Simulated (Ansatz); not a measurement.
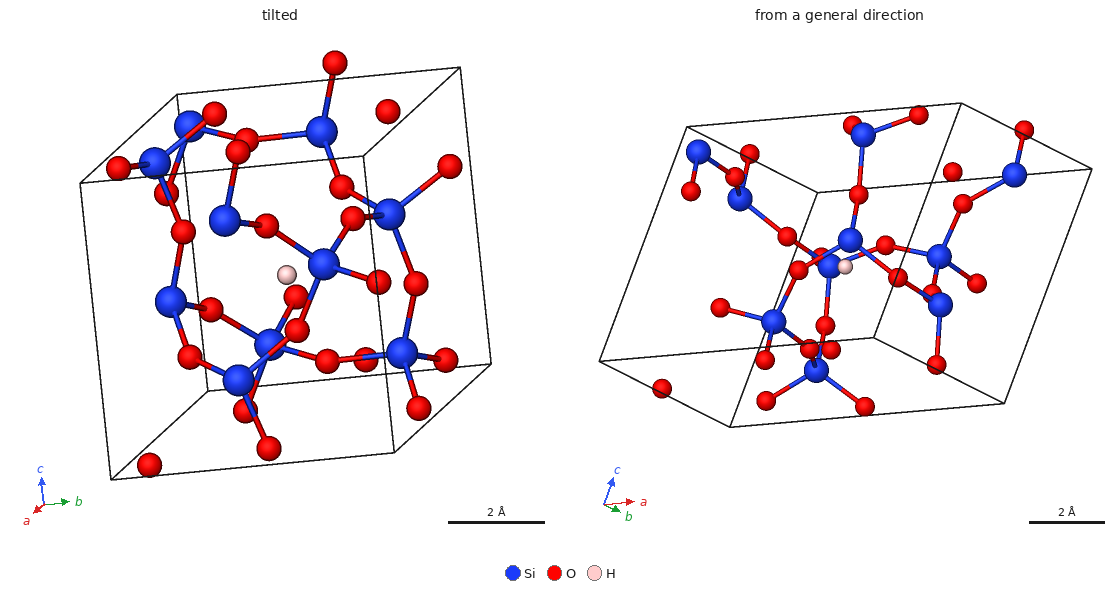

Ball-and-stick drawing of the structure, looking slightly off an axis and from a general direction. Atoms at the boundary of the supercell (the box) are drawn once for each face, edge or corner they touch. The host is SiO2, in a cell of 27 sites, and the cell is neutral.

What imperfection does the supercell contain?

An interstitial hydrogen atom. It is bonded to no bonds drawn.

Method used: DFT PBE, scalar-relativistic, plane waves, PAW (Ansatz 0.2.0). It ran with an energy cutoff of 420 eV, a 2×2×2 sampling of the Brillouin zone, Gaussian smearing of 0.01 eV, collinear spins.

Does the defective cell carry a moment?

Yes, 1.0 μB in the cell.

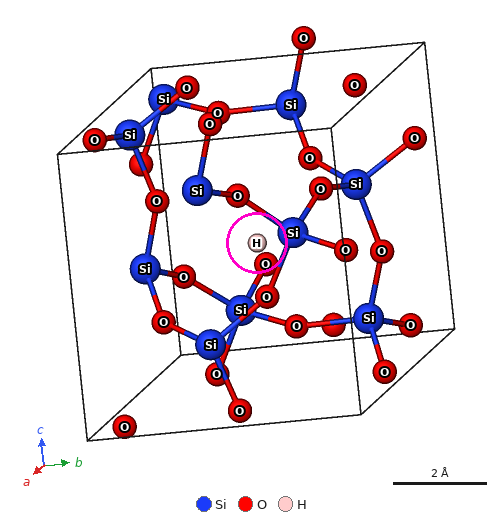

The same cell with a ring at the defect's site.

The atoms were relaxed in the host's cell with DFT PBE, scalar-relativistic, plane waves, PAW in Ansatz.
